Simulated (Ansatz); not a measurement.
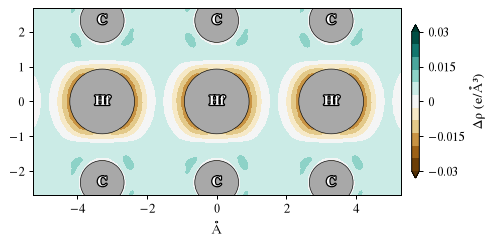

HfC. Difference of the valence pseudo-densities of two functionals at the same geometry, on the (101̄) plane of the calculation cell: r2SCAN less BLYP.

Both computed with Ansatz (plane waves, PAW), on the same k-point mesh. Grey discs cover the atomic cores.

```yaml
crystal:
  lattice:
    - [0.00000, 2.32500, 2.32500]
    - [2.32500, 0.00000, 2.32500]
    - [2.32500, 2.32500, 0.00000]
  atoms:
    - { symbol: Hf, position: [0.50000, 0.50000, 0.50000] }
    - { symbol: C, position: [0.00000, 0.00000, 0.00000] }
```

Question: What does the difference map show?

Answer: Against BLYP, r2SCAN gives less density around Hf (−0.004 e/Å³ on average at 1.2 Å from the nucleus), more density around C (+0.006 e/Å³ on average at 0.8 Å from the nucleus) and more density in the space between the atoms (+0.006 e/Å³ on average).
